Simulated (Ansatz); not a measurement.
A series of calculations on Ge

## 1. Relaxation

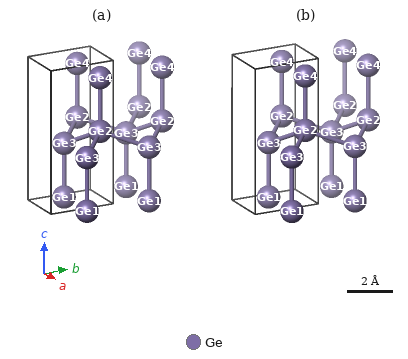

The structure of crystalline Ge (set up in P6_3/mmc) before (left) and after (right) a relaxation, at one scale.

Style: ball-and-stick. Shown: the cell of the calculation, repeated 2 × 2 × 1 with one cell outlined, slightly off an axis.

These are results of Ansatz, DFT PBE, scalar-relativistic, plane waves, PAW, not measurements.

Input file:
```yaml
crystal:
  lattice:
    - [3.9975858431, 0.0, 0.0]
    - [-1.9987929216, 3.462010894, 0.0]
    - [0.0, 0.0, 6.59937795]
  atoms:
    - { symbol: Ge, position: [0.66666667, 0.33333333, 0.06290125] }
    - { symbol: Ge, position: [0.33333333, 0.66666667, 0.56290125] }
    - { symbol: Ge, position: [0.66666667, 0.33333333, 0.43709875] }
    - { symbol: Ge, position: [0.33333333, 0.66666667, 0.93709875] }
basis:
  ecutwfc: 420
kpoints:
  mp_grid: { grid: [12, 12, 6] }
hamiltonian:
  xc: pbe
scf:
  occupations: { method: gaussian, width: 0.01 }
output:
  forces: true
  stress: true
  eigenvalues: true
relax:
  adjacent_minimum: "off"
  f_tol: 0.005
  max_steps: 80
  cell: { stress_tol: 0.05 }
```

Command:
```bash
ansatz run input.yaml --threads 1 --pin off --max-ram 2560MiB --backend cpu --events-out ev --progress --plain --runs-dir out
```

**What changed between the two?**

The atoms keep their places relative to the cell (all moves are under 0.005 Å). The drawn cell changes as follows: a = b 3.998 → 4.058 Å (+1.5 %), c 6.599 → 6.693 Å (+1.4 %); the volume changes by +4.5 %. Some distances before and after: Ge1–Ge4 2.453 → 2.489 Å, Ge1–Ge3 2.469 → 2.506 Å. The space group stays P6_3/mmc (No. 194). Over 4 accepted moves (5 points after the start) the energy falls by 35.9 meV per cell of the calculation. The largest force component goes from 0.0087 to under 0.0001 eV/Å. Pressure: 2.90 GPa at the start and 0.00 GPa at the end. At 1 point the geometry stayed and the basis and grid were re-selected for the new cell (energy shift of 0.7 meV per cell of the calculation at most each time). Cost: 69 s on 1 thread of Oxide Virtual Turin-like Processor (Zen 5) (shared host), peak memory 0.52 GiB.

## 2. Relaxation

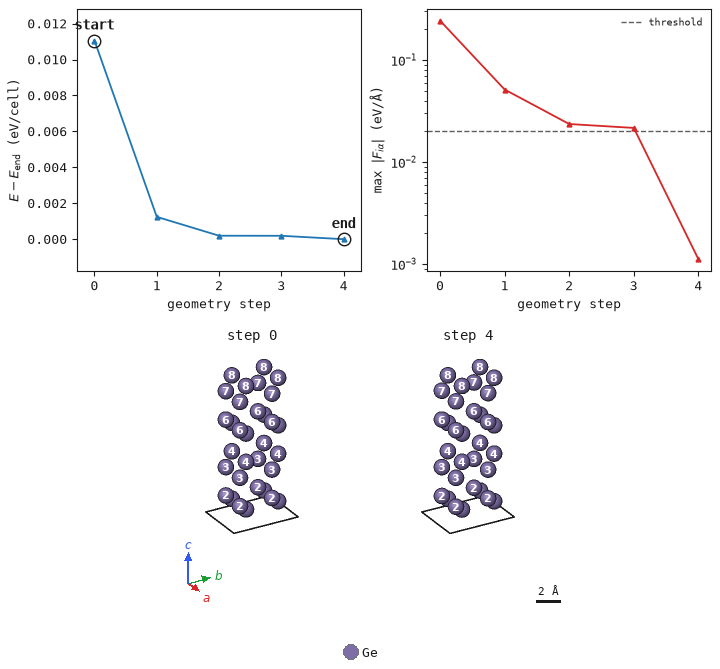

First and last geometry of a relaxation of a slab of composition Ge (cut from the P6_3/mmc phase), with the history of the run. A spheres-only model of the 2 × 2 repeat of the cell, outlined in the plane, without the vacuum, seen slightly off an axis.

Case: (0 0 1) slab, atoms relaxed. The slab is the (0 0 1) face of Ge.

Level of theory: Ansatz 0.2.0, DFT PBE, scalar-relativistic, plane waves, PAW. Settings: plane-wave cutoff 420 eV; k-point mesh 9 × 9 × 1; occupations gaussian; smearing width 0.1 eV; no spin polarisation; dipole correction; atoms relaxed in a fixed cell; force threshold 0.02 eV/Å; at most 60 steps.

Q: Read the history and describe the run.

A: It converged. After 4 geometry steps the energy has fallen by 11.1 meV per cell of the calculation. Largest force component: 0.24 eV/Å at the start, 0.0011 eV/Å at the end. The largest moves relative to the layer's centre, 0.042 Å, are those of Ge atoms. The lattice vectors keep their values. Near-neighbour distances that change, for instance: Ge–Ge 2.506 → 2.543 Å, Ge–Ge 2.506 → 2.488 Å, Ge–Ge 2.489 → 2.477 Å.

## 3. A change

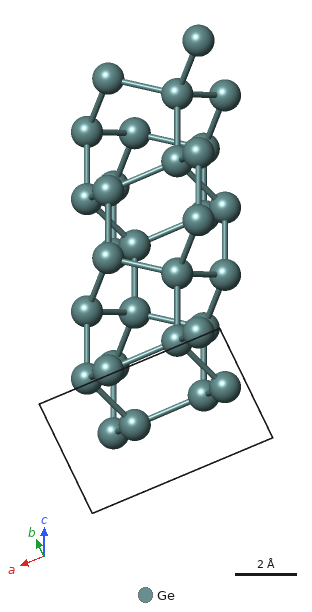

Reference structure: a (0 0 1) slab of Ge as cut from the relaxed bulk. Style: ball-and-stick. Shown: the 2 × 2 repeat of the cell, outlined in the plane, without the vacuum, from a free direction.

The calculation used Ansatz, DFT PBE, scalar-relativistic, plane waves, PAW. Settings: plane-wave cutoff 420 eV; occupations gaussian; smearing width 0.1 eV; no spin polarisation. The k-mesh is chosen for each cell (9×9×5, 9×9×1).

Change: The atoms of the slab are relaxed at the bulk's in-plane cell.

### Predict the response.

The surface energy (mean of the two faces) falls from 1.10 to 1.09 J/m². The top spacing, between the Ge and Ge planes, goes from 0.84 to 0.80 Å (−4.3 %), the bottom one (Ge to Ge) from 0.84 to 0.80 Å (−4.3 %). The work function of the top face goes from 4.64 to 4.61 eV. The cell stays as it was. The largest moves relative to the layer's centre, 0.042 Å, are those of Ge atoms. Among the bonded contacts that change: Ge–Ge 2.506 → 2.488 to 2.543 Å, Ge–Ge 2.489 → 2.477 to 2.494 Å.
